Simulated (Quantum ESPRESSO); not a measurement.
# Thickness dependence of 1T-SnS2, part 2 of 7

Aim: screening, gap and ionisation potential of 1T-SnS2 against the number of layers.

Quantum ESPRESSO 7.5; plane-wave DFT, PBE, GBRV ultrasoft pseudopotentials.

So far. Step 2 (Relaxing cell and ions, 1 layer):  The last row is no step: it is a fresh SCF in the final cell with a new plane-wave basis, +12 meV from the row before, a sign that the cell is biased by the basis (Pulay stress).

## (3) Self-consistent run, 1 layer: no field

The zero-field run is the reference. tefield and dipfield are on already, so that all runs share k-points and boundary.

Level of this step: plane-wave DFT, PBE, GBRV ultrasoft pseudopotentials (Quantum ESPRESSO 7.5).

Contents of n1.f0.in:

```
&control
  prefix = 'n1.f0'
  outdir = './out'
  pseudo_dir = './pseudo'
  calculation = 'scf'
  tprnfor = .true.
  tefield = .true.
  dipfield = .true.
/
&system
  ibrav = 0
  nat = 3
  ntyp = 2
  ecutwfc = 40
  ecutrho = 200
  occupations = 'smearing'
  smearing = 'fd'
  degauss = 0.004
  edir = 3
  emaxpos = 0.97
  eopreg = 0.04
  eamp = 0.0
  nbnd = 17
/
&electrons
  conv_thr = 1e-09
  mixing_beta = 0.4
  electron_maxstep = 120
  mixing_mode = 'plain'
/
ATOMIC_SPECIES
  S   32.0600  s_pbe_v1.4.uspp.F.UPF
  Sn  118.7100  sn_pbe_v1.4.uspp.F.UPF
CELL_PARAMETERS angstrom
  3.64502380400000 0.00000000000000 0.00000000000000
  -1.82251190200000 3.15668321200000 0.00000000000000
  0.00000000000000 0.00000000000000 18.81516684300000
ATOMIC_POSITIONS crystal
  S   0.666666666700 0.333333333300 0.420791811200
  Sn  0.000000000000 0.000000000000 0.500000000000
  S   0.333333333300 0.666666666700 0.579208188800
K_POINTS automatic
  12 12 1 0 0 0
```

Launch:

```
$ OMP_NUM_THREADS=1 mpirun -n 4 pw.x -nk 4 -in n1.f0.in > n1.f0.out
```

The log of the run:

```text
[banner, memory and clock lines left out]
Program PWSCF v.7.5 starts
[citation notice left out]

[...]
bravais-lattice index     =            0
     lattice parameter (alat)  =       6.8881  a.u.
     unit-cell volume          =    1460.9523 (a.u.)^3
     number of atoms/cell      =            3
     number of atomic types    =            2
     number of electrons       =        26.00
     number of Kohn-Sham states=           17
     kinetic-energy cutoff     =      40.0000  Ry
     charge density cutoff     =     200.0000  Ry
     scf convergence threshold =      1.0E-09
     mixing beta               =       0.4000
     number of iterations used =            8  plain     mixing
     Exchange-correlation=  SLA  PW   PBX  PBC
                           (   1   4   3   4   0   0   0)

[...]
PseudoPot. # 1 for S  read from file:
     ./pseudo/s_pbe_v1.4.uspp.F.UPF
     Pseudo is Ultrasoft + core correction, Zval =  6.0
     Generated by new atomic code, or converted to UPF format
     Using radial grid of  907 points,  6 beta functions with:
                l(1) =   0
                l(2) =   0
                l(3) =   1
                l(4) =   1
                l(5) =   2
                l(6) =   2
     Q(r) pseudized with  8 coefficients,  rinner =    1.300   1.300   1.300
                                                       1.300   1.300

     PseudoPot. # 2 for Sn read from file:
     ./pseudo/sn_pbe_v1.4.uspp.F.UPF
     Pseudo is Ultrasoft + core correction, Zval = 14.0
     Generated by new atomic code, or converted to UPF format
     Using radial grid of  891 points,  6 beta functions with:
                l(1) =   0
                l(2) =   0
                l(3) =   1
                l(4) =   1
                l(5) =   2
                l(6) =   2
     Q(r) pseudized with  8 coefficients,  rinner =    1.350   1.350   1.350
                                                       1.350   1.350

     atomic species   valence    mass     pseudopotential
     S                 6.00    32.06000     S ( 1.00)
     Sn               14.00   118.71000     Sn( 1.00)

     No symmetry found

[...]
number of k points=    74  Fermi-Dirac smearing, width (Ry)=  0.0040
[...]
Dense  grid:    69821 G-vectors     FFT dimensions: (  32,  32, 162)

     Smooth grid:    49847 G-vectors     FFT dimensions: (  27,  27, 144)

     Initial potential from superposition of free atoms

     starting charge      24.9999, renormalised to      26.0000

     negative rho (up, down):  1.797E-04 0.000E+00

     Adding external electric field

     Computed dipole along edir(3) :
        Dipole               -0.0000 Ry au,         -0.0000 Debye
        Dipole field         -0.0000 Ry au,

        Potential amp.        0.0000 Ry
        Total length         34.1333 bohr

     Starting wfcs are   17 randomized atomic wfcs

     per-process dynamical memory:    72.2 Mb

     Self-consistent Calculation

     iteration #  1     ecut=    40.00 Ry     beta= 0.40
     Davidson diagonalization with overlap
     ethr =  1.00E-02,  avg # of iterations =  3.0

     negative rho (up, down):  6.351E-06 0.000E+00

     Adding external electric field

     Computed dipole along edir(3) :
        Dipole                0.0005 Ry au,          0.0012 Debye
        Dipole field          0.0000 Ry au,

        Potential amp.       -0.0003 Ry
        Total length         34.1333 bohr

     total energy              =    -207.40974711 Ry
     estimated scf accuracy    <       0.52601583 Ry

     iteration #  2     ecut=    40.00 Ry     beta= 0.40
[...]
negative rho (up, down):  5.472E-07 0.000E+00

[...]
Dipole               -0.0002 Ry au,         -0.0004 Debye
[...]
total energy              =    -207.50362685 Ry
     estimated scf accuracy    <       0.08032717 Ry

     iteration #  3     ecut=    40.00 Ry     beta= 0.40
[...]
negative rho (up, down):  7.262E-07 0.000E+00

[...]
Dipole                0.0011 Ry au,          0.0027 Debye
[...]
total energy              =    -207.51497047 Ry
     estimated scf accuracy    <       0.00809610 Ry

     iteration #  4     ecut=    40.00 Ry     beta= 0.40
[...]
negative rho (up, down):  2.574E-05 0.000E+00

[...]
Dipole               -0.0056 Ry au,         -0.0142 Debye
[...]
total energy              =    -207.51609271 Ry
     estimated scf accuracy    <       0.00172859 Ry

     iteration #  5     ecut=    40.00 Ry     beta= 0.40
[...]
negative rho (up, down):  3.141E-05 0.000E+00

[...]
Dipole                0.0083 Ry au,          0.0212 Debye
[...]
total energy              =    -207.51629074 Ry
     estimated scf accuracy    <       0.00037206 Ry

     iteration #  6     ecut=    40.00 Ry     beta= 0.40
[...]
negative rho (up, down):  3.635E-05 0.000E+00

[...]
Dipole               -0.0009 Ry au,         -0.0023 Debye
[...]
total energy              =    -207.51632189 Ry
     estimated scf accuracy    <       0.00021640 Ry

[...]
iteration #  9     ecut=    40.00 Ry     beta= 0.40
[...]
negative rho (up, down):  4.508E-05 0.000E+00

[...]
Dipole               -0.0000 Ry au,         -0.0000 Debye
[...]
total energy              =    -207.51635995 Ry
     estimated scf accuracy    <       0.00000040 Ry

     iteration # 10     ecut=    40.00 Ry     beta= 0.40
[...]
negative rho (up, down):  4.586E-05 0.000E+00

[...]
Dipole               -0.0000 Ry au,         -0.0000 Debye
[...]
total energy              =    -207.51636014 Ry
     estimated scf accuracy    <       0.00000019 Ry

     iteration # 11     ecut=    40.00 Ry     beta= 0.40
[...]
negative rho (up, down):  4.638E-05 0.000E+00

[...]
Dipole                0.0000 Ry au,          0.0000 Debye
[...]
total energy              =    -207.51636018 Ry
     estimated scf accuracy    <       0.00000002 Ry

     iteration # 12     ecut=    40.00 Ry     beta= 0.40
[...]
negative rho (up, down):  4.714E-05 0.000E+00

[...]
Dipole               -0.0000 Ry au,         -0.0001 Debye
[...]
End of self-consistent calculation

          k = 0.0000 0.0000 0.0000 (  6161 PWs)   bands (ev):

   -23.4205 -23.4205 -23.3756 -23.3501 -23.3501 -16.1070 -14.3629  -7.6038
    -3.5516  -3.0657  -3.0657  -2.6901  -2.6901  -0.1279   1.2966   2.8856
     2.8856

          k = 0.0000 0.0962 0.0000 (  6172 PWs)   bands (ev):

   -23.4243 -23.4159 -23.3724 -23.3534 -23.3502 -16.0296 -14.3051  -7.6159
    -3.6651  -3.4999  -3.2937  -2.9960  -2.6243   0.1692   1.7010   2.7208
     3.0565

[...]
the Fermi energy is    -1.7972 ev

!    total energy              =    -207.51636018 Ry
     estimated scf accuracy    <          8.7E-10 Ry
     smearing contrib. (-TS)   =      -0.00000001 Ry
     internal energy E=F+TS    =    -207.51636018 Ry

     The total energy is F=E-TS. E is the sum of the following terms:
     one-electron contribution =    -820.80254668 Ry
     hartree contribution      =     416.89275953 Ry
     xc contribution           =     -59.96211819 Ry
     ewald contribution        =     256.35554516 Ry
     electric field correction =       0.00000000 Ry

     convergence has been achieved in  12 iterations

     negative rho (up, down):  4.714E-05 0.000E+00

     Forces acting on atoms (cartesian axes, Ry/au):

     atom    1 type  1   force =     0.00000010   -0.00000008   -0.00298872
     atom    2 type  2   force =    -0.00000013    0.00000000   -0.00000447
     atom    3 type  1   force =     0.00000003    0.00000007    0.00299320

     Total force =     0.004230     Total SCF correction =     0.000035

[...]
```

The job ended after 42 s (4 MPI ranks of Arm Neoverse V2, shared host; peak memory 0.6 GiB).

Read from the output:

```
free energy                          : -2823.4039 eV
Fermi energy                         : -1.797 eV
dipole along the normal              : -2.08e-5 e·Å
valence top, on the run's zero       : -2.613 eV
conduction bottom, on the run's zero : -1.055 eV
gap by band count                    : 1.558 eV
```

The run needed 12 iterations to bring the estimated error under 1e-09 Ry; the largest force on any atom, held or free, is 0.08 eV/Å.

## (4) Electrostatic potential, 1 layer

plot_num = 11 writes the bare and Hartree potential. It leaves out exchange and correlation, which fade slowly, so it flattens close to the surface.

Contents of n1.f0.pot.in:

```
&inputpp
  prefix = 'n1.f0'
  outdir = './out'
  filplot = 'n1.f0.pot.dat'
  plot_num = 11
/
```

Launch:

```
$ OMP_NUM_THREADS=1 mpirun -n 4 pp.x -in n1.f0.pot.in > n1.f0.pot.out
```

The log of the run:

```text
[banner, memory and clock lines left out]
Program POST-PROC v.7.5 starts

          URL

     ./out/n1.f0.save/

     IMPORTANT: XC functional enforced from input :
     Exchange-correlation= PBE
                           (   1   4   3   4   0   0   0)
     Any further DFT definition will be discarded
     Please, verify this is what you really want

     negative rho (up, down):  4.714E-05 0.000E+00

     Adding external electric field

     Computed dipole along edir(3) :
        Dipole               -0.0000 Ry au,         -0.0001 Debye
        Dipole field         -0.0000 Ry au,

        Potential amp.        0.0000 Ry
        Total length         34.1333 bohr

     Calling punch_plot, plot_num =  11

     Adding external electric field

     Computed dipole along edir(3) :
        Dipole               -0.0000 Ry au,         -0.0001 Debye
        Dipole field         -0.0000 Ry au,

        Potential amp.        0.0000 Ry
        Total length         34.1333 bohr

     Writing data to file  n1.f0.pot.dat
     Message from routine chdens:
     namelist plot not found or invalid, exiting
```

Elapsed: 0.9 s, on 4 MPI ranks; peak memory 0.09 GiB; 3.3 s of CPU time.

Numbers from this step:

* slope of the potential above: 2.20e-5 eV/Å
* upper vacuum line continued to the top atoms, over the valence top: 6.728 eV
* slope of the potential below: -1.56e-5 eV/Å
* lower vacuum line continued to the bottom atoms, over the valence top: 6.728 eV
* vacuum level at the upper face over the valence top of the mesh: 6.728 eV
* vacuum level at the lower face over the valence top of the mesh: 6.728 eV

Electrostatic potential energy of an electron, with the sawtooth; zero at the highest filled level of the SCF mesh. Table of potential energy, planar mean by z:

```
z (Å)  potential energy, planar mean (eV)
    0                                6.73
    2                                6.73
    4                                6.73
    6                                6.63
    8                               -8.62
   10                               -6.55
   12                                5.44
   14                                6.73
   16                                6.73
   18                                6.73
```

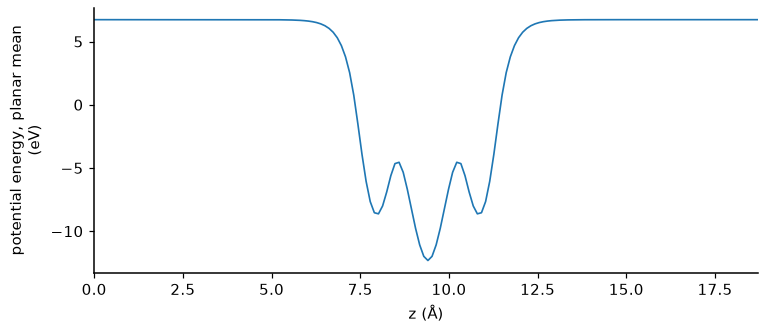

Potential energy, planar mean, plotted against z.

## (5) SCF with pw.x, 1 layer: field 0.1 V/Å

eamp is the field in Hartree atomic units (1 a.u. = 51.42 V/Å). With dipfield on, it is the field in the vacuum beside an isolated sheet. The run starts from the density of the one before.

n1.f1.in, as its differences from the input of step 3:

```diff
@@ -1,3 +1,3 @@
 &control
-  prefix = 'n1.f0'
+  prefix = 'n1.f1'
   outdir = './out'
@@ -21,3 +21,3 @@
   eopreg = 0.04
-  eamp = 0.0
+  eamp = 0.00194469
   nbnd = 17
@@ -29,2 +29,3 @@
   mixing_mode = 'plain'
+  startingpot = 'file'
 /
```

Launch:

```
$ cp -r out/n1.f0.save out/n1.f1.save
$ OMP_NUM_THREADS=1 mpirun -n 4 pw.x -nk 4 -in n1.f1.in > n1.f1.out
```

The log of the run:

```text
[banner, memory and clock lines left out]
Program PWSCF v.7.5 starts
[...]
number of electrons       =        26.00
     number of Kohn-Sham states=           17
     kinetic-energy cutoff     =      40.0000  Ry
     charge density cutoff     =     200.0000  Ry
[...]
number of k points=    74  Fermi-Dirac smearing, width (Ry)=  0.0040
[...]
Dense  grid:    69821 G-vectors     FFT dimensions: (  32,  32, 162)
[...]
The initial density is read from file :
[...]
negative rho (up, down):  4.714E-05 0.000E+00
[...]
Starting wfcs are   17 randomized atomic wfcs
[...]
negative rho (up, down):  4.701E-05 0.000E+00
[...]
estimated scf accuracy    <       0.00592603 Ry
[...]
negative rho (up, down):  4.699E-05 0.000E+00
[...]
estimated scf accuracy    <       0.03275019 Ry
[...]
negative rho (up, down):  4.697E-05 0.000E+00
[...]
estimated scf accuracy    <       0.00004139 Ry
[...]
negative rho (up, down):  4.703E-05 0.000E+00
[...]
estimated scf accuracy    <       0.00001155 Ry
[...]
negative rho (up, down):  4.707E-05 0.000E+00
[...]
estimated scf accuracy    <       0.00000044 Ry
[...]
negative rho (up, down):  4.708E-05 0.000E+00
[...]
estimated scf accuracy    <       0.00000019 Ry
[...]
negative rho (up, down):  4.711E-05 0.000E+00
[...]
estimated scf accuracy    <       0.00000004 Ry
[...]
negative rho (up, down):  4.711E-05 0.000E+00
[...]
estimated scf accuracy    <          1.8E-09 Ry
[...]
negative rho (up, down):  4.711E-05 0.000E+00
[...]
Computed dipole along edir(3) :
        Dipole                0.0576 Ry au,          0.1464 Debye
        Dipole field          0.0005 Ry au,
        E field amplitude [Ha a.u.]:  1.9447E-03
        Potential amp.        0.0989 Ry
        Total length         34.1333 bohr
[...]
the Fermi energy is    -1.7835 ev
!    total energy              =    -207.51647228 Ry
     estimated scf accuracy    <          5.9E-10 Ry
     smearing contrib. (-TS)   =      -0.00000001 Ry
     internal energy E=F+TS    =    -207.51647227 Ry
[...]
one-electron contribution =    -820.80204086 Ry
     hartree contribution      =     416.89233767 Ry
     xc contribution           =     -59.96211879 Ry
     ewald contribution        =     256.35554516 Ry
     electric field correction =      -0.00019545 Ry
     convergence has been achieved in   9 iterations
     negative rho (up, down):  4.711E-05 0.000E+00
[...]
Total force =     0.004580     Total SCF correction =     0.000100
[...]
```

The job ended after 39 s (4 MPI ranks; peak memory 0.57 GiB).

Numbers from this step:

```
free energy                          : -2823.4054 eV
Fermi energy                         : -1.784 eV
dipole along the normal              : 0.03048 e·Å
valence top, on the run's zero       : -2.600 eV
conduction bottom, on the run's zero : -1.041 eV
```

[end of part 2 of 7]

[Logs are printed without paths, hosts, clocks, repeated set-up lines and the standing remarks that a program may print on its own settings, such as how far it seeks lower states.]

[Hosts, paths, dates, database ids (printed as entryN), source tags and the programs' standing remarks are cut or masked in the printed files.]

[Maps of the electrostatic potential energy from Ansatz leave out the sawtooth potential of an applied field or a dipole correction, so their vacuum need not be flat; planar profiles and work functions include it.]
